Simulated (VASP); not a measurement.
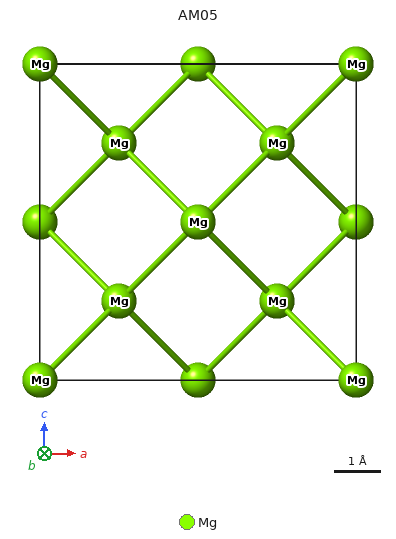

Crystalline Mg (a generated structure, set up in Fm-3m), relaxed (cell and atoms) with several functionals. The picture shows the result with AM05. The picture is a ball-and-stick view of the conventional cell (4 times the calculation's cell), seen along the b axis. Lengths and directions refer to the drawn axes.

Computed with VASP 6.6.1: VASP PAW PBE potentials, recommended; VASP PAW LDA potentials, recommended (each functional with its own set). Set-up: plane-wave cutoff 600 eV; k-point mesh 7 × 7 × 7; occupations fermi-dirac; smearing width 0.05 eV; no spin polarisation.

| functional | volume (Å³/atom) | a (Å) |
| --- | --- | --- |
| AM05 | 27.546 | 6.914 |
| rev-vdW-DF2 | ? | ? |
| PBE | 28.080 | 6.959 |
| PW91 | 28.140 | 6.964 |
| revPBE | 28.818 | 7.019 |
| BLYP | 29.433 | 7.069 |
| LDA | 26.263 | 6.805 |
| PBEsol | 27.511 | 6.911 |
| vdW-DF-cx | 27.997 | 6.952 |
| RPBE | 28.999 | 7.034 |
| optB88-vdW | 27.992 | 6.951 |

**Estimate the missing row from the others, and compare with the calculation.**

With rev-vdW-DF2 the volume falls between AM05 (27.546) and optB88-vdW (27.992). The calculation gives 27.885 Å³/atom (a = 6.943 Å). In order of volume: LDA < PBEsol < AM05 < rev-vdW-DF2 < optB88-vdW ≈ vdW-DF-cx < PBE < PW91 < revPBE < RPBE < BLYP; the spread is 12.1 %.
